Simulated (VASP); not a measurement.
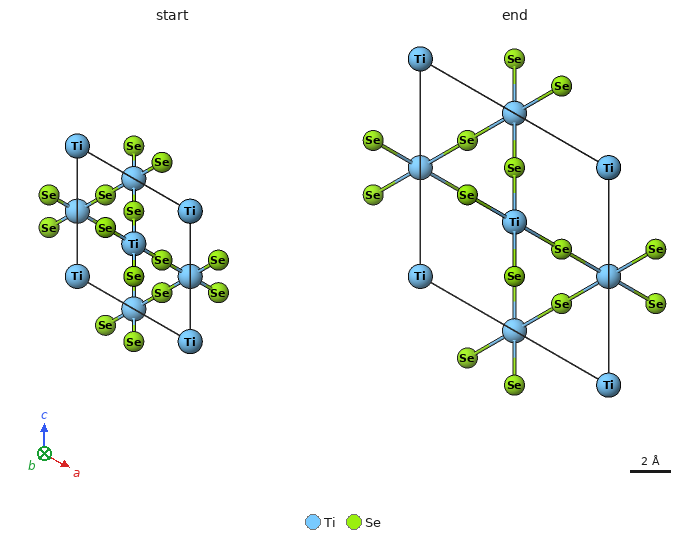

The structure of crystalline Ti₂Se₃ (a generated structure, set up in Im-3m) before (left) and after (right) a relaxation, at one scale.

The picture is a ball-and-stick view of the cell of the calculation, seen along the b axis.

The run lets cell and atoms move.

Level of theory: Kohn-Sham DFT of a periodic cell, PBE, VASP PAW PBE potentials, recommended (VASP).

Input
```
SYSTEM = Ti2Se3
PREC = Normal
ENCUT = 520
EDIFF = 1E-4
ISMEAR = 0
SIGMA = 0.15
LREAL = Auto
LASPH = .TRUE.
NELM = 60
ALGO = Fast
ISIF = 3
LWAVE = .FALSE.
LCHARG = .FALSE.
GGA = PE
IBRION = 2
NSW = 24
EDIFFG = -0.08
```

Command:
```bash
cat potpaw_PBE.64/Ti_sv/POTCAR potpaw_PBE.64/Se/POTCAR > POTCAR
mpirun -np 1 vasp_std > vasp.out
```

**Summarise the run.**

The run was cut off at its time limit before the relaxation converged, so the last structure is only a point on the way. Over 23 geometry steps the energy rises by 1261.717 eV per cell of the calculation. All forces vanish by symmetry, so only the cell relaxes. Pressure: 31.15 GPa at the start and 23.65 GPa at the end. No atom moves by more than 0.005 Å relative to the cell. The volume changes by +364.2 %, with a = b = c 7.000 → 11.677 Å (+66.8 %). Near-neighbour distances that change, for instance: Se–Se 2.858 → 4.767 Å, Se–Ti 2.021 → 3.371 Å. The space group stays Im-3m (No. 229). The run ends above its starting energy, so the optimiser went astray. The volume changes by over a tenth within one run on a fixed set of plane waves, so the end point should be relaxed again from the new cell. It ran on 1 thread of Intel(R) Xeon(R) 6975P-C (Granite Rapids), on a shared host.
